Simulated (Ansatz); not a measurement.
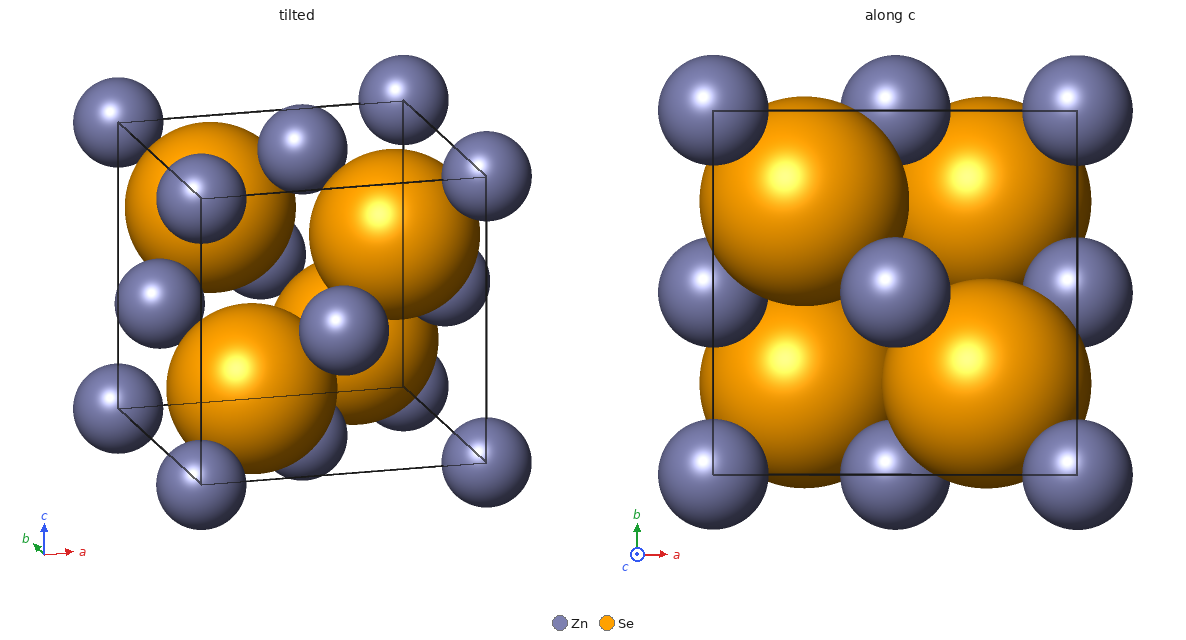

This space-filling model is shown slightly off an axis and along the c axis. The parallelepiped is the drawn cell (a repeat of the simulation cell).

ZnSe, a = 5.73 Å, b = 5.73 Å, c = 5.73 Å, α = 90.06°, β = 89.94°, γ = 90.06°.

The calculation used Ansatz 0.2.0, DFT PBE, scalar-relativistic, plane waves, PAW, with a basis cut at 420 eV, k-points about 0.24 Å⁻¹ apart, Gaussian smearing of 0.02 eV, no spin polarisation.

### How large a gap does the method give, if there is one?

A semiconductor at this level, with a gap of 1.16 eV on the k-mesh (the true edges may lie between mesh points, so the gap can be somewhat smaller).

The model was built from a structure listed in the Materials Project. It is drawn as it came out of a relaxation with DFT PBE, scalar-relativistic, plane waves, PAW (Ansatz 0.2.0).
